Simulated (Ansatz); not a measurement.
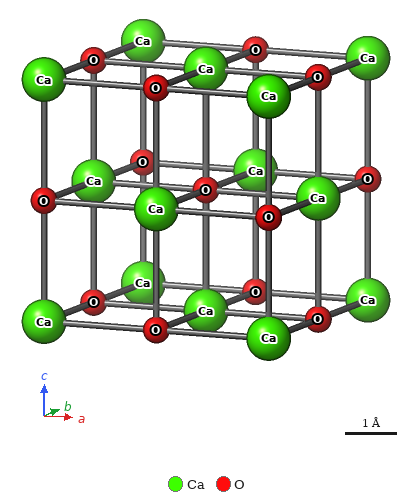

Lattice vibrations of crystalline CaO (a generated structure), space group Fm-3m (No. 225), at the zone centre. Style: ball-and-stick. Shown: the conventional cell (4 times the calculation's cell), slightly off an axis. Lengths and directions refer to the drawn axes.

The calculation used Ansatz 0.2.0, DFT PBE, scalar-relativistic, plane waves, PAW. Set-up: plane-wave cutoff 420 eV; k-point mesh 8 × 8 × 8; occupations fixed; no spin polarisation.

Frequencies are those without the non-analytic (LO–TO) term.

List the optical modes.

The calculation's cell holds 2 atoms, so there are 3 optical modes, in 1 level. The optical modes span T₁u. No level is unstable.

```
level  symmetry  frequency (cm⁻¹)         activity
    1       T₁u               255  infrared-active
```

The displacement patterns (one member of each degenerate set):

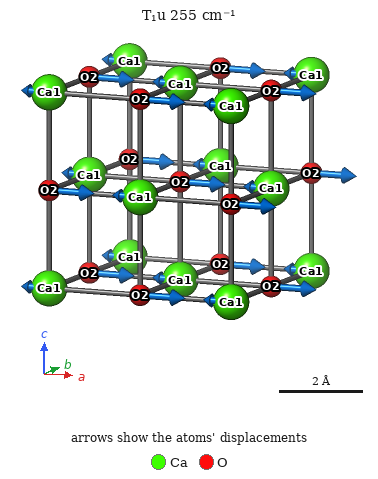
